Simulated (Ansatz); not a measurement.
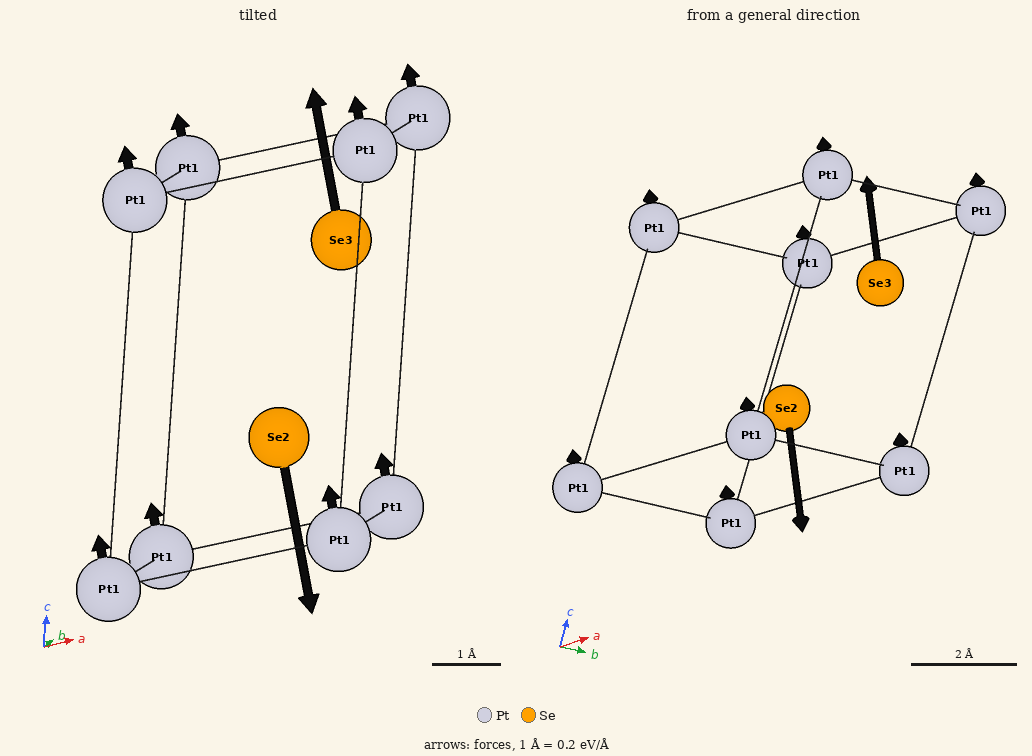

The figure gives a spheres-only picture of the atoms, viewed slightly off an axis and from a general direction. Thin lines show the cell (the run's own, in a reduced setting), with boundary atoms drawn in all their periodic places. The arrows are the computed forces on the atoms.

System: PtSe2. The calculation used DFT, HSE06, plane waves, PAW (Ansatz), with wavefunction cutoff 420 eV, k-points about 0.51 Å⁻¹ apart, Fermi-Dirac smearing of 0.02 eV, no spin polarisation.

**Is this an equilibrium geometry?**

No. The atoms still feel forces of up to about 0.45 eV/Å, far above a usual threshold of 0.01 to 0.03 eV/Å.

**Name the atom under the greatest force.**

Se2, about 0.45 eV/Å.

The structure comes from a structure type filled with these elements by a generator (whether the compound takes this form wasn't checked). Earlier steps of the study may have refined or changed the cell and positions. It went into a calculation with Ansatz.
